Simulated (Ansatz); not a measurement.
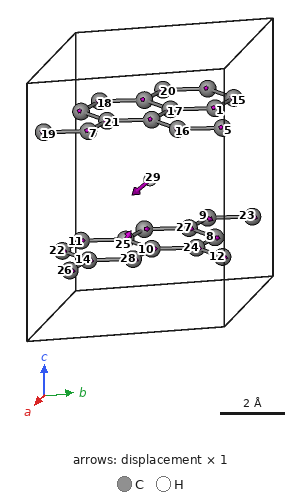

This is a relaxation of a defect cell of composition HC$_{28}$. The starting structure is drawn; purple arrows show the displacements, at their true length.

The picture is a ball-and-stick view of the cell of the calculation (origin shifted), seen slightly off an axis.

Case: H interstitial, charge +0, atoms relaxed.

All numbers below come from Ansatz 0.2.0, DFT PBE, scalar-relativistic, plane waves, PAW. (plane-wave cutoff 420 eV; k-point mesh 4 × 4 × 3; occupations gaussian; smearing width 0.1 eV; no spin polarisation; atoms relaxed in a fixed cell; force threshold 0.02 eV/Å; at most 60 steps)

### What did the optimiser do to the structure, and how much energy did it gain?

After 11 accepted moves (12 points after the start) the energy has fallen by 1.533 eV per cell of the calculation. The largest force component goes from 0.33 to 0.019 eV/Å. 1 step only repeated the SCF at the same geometry. The H atom moves most: 0.88 Å along [−2 −3 −2]. By element the largest moves are H 0.88 Å, C 0.36 Å. The cell stays as it was. Near-neighbour distances that change, for instance: C–H 2.191 → 1.129 Å, C–C 1.424 → 1.491 Å, C–C 1.424 → 1.406 Å, C–C 1.424 → 1.435 Å. New bonds form, among them: C–H (2.19 → 1.13 Å). Bond angles that change, for instance: C–C–C 120.0° → 115.8°.

Limits of the set-up: the periodic images lie only 6.5 Å apart, so the values are limited by the cell's size.
